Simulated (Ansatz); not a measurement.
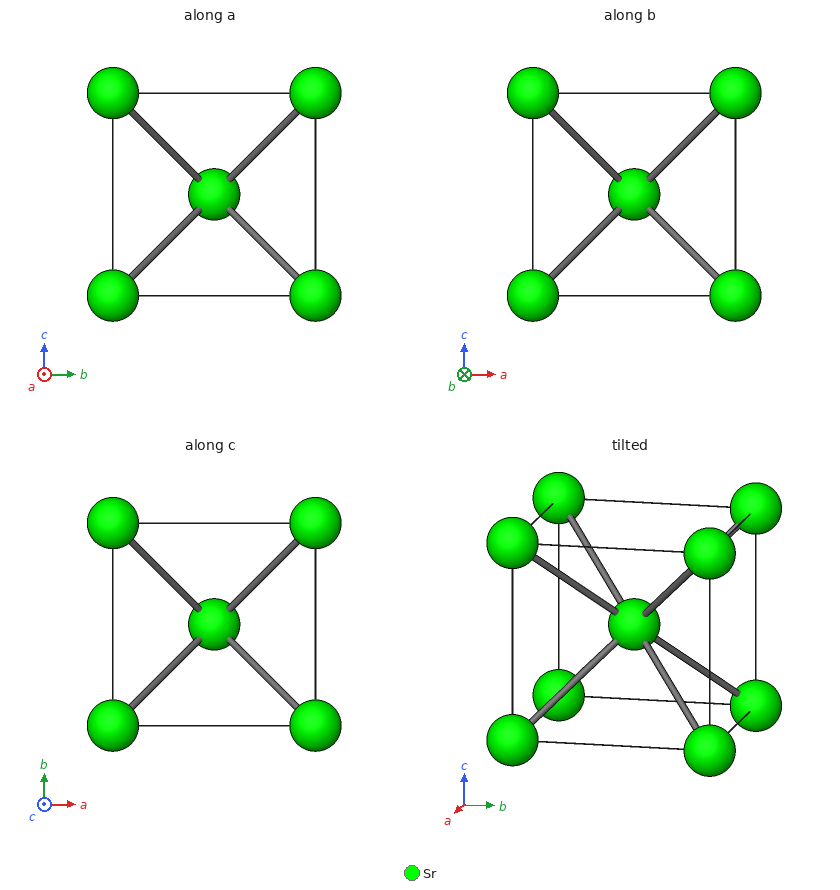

A ball-and-stick picture of a crystal structure, seen along the a axis, along the b axis, along the c axis and slightly off an axis. The conventional unit cell is drawn as a box.

Lattice parameters: a = 4.785 Å, b = 4.785 Å, c = 4.785 Å, α = 90.00°, β = 90.00°, γ = 90.00°. Put a along x and b in the xy plane.

Question: Write down what is shown as a POSCAR file.

Answer:
```
Sr
1.0
     4.785    0.000    0.000
     0.000    4.785    0.000
     0.000    0.000    4.785
Sr
2
Direct
  0.0000 0.0000 0.0000
  0.5000 0.5000 0.5000
```

Starting structure: a structure type filled with this element by a generator (whether the element takes this form wasn't checked). Earlier steps of the study may have refined or changed the cell and positions. Ansatz was used for an electronic-structure calculation on it.
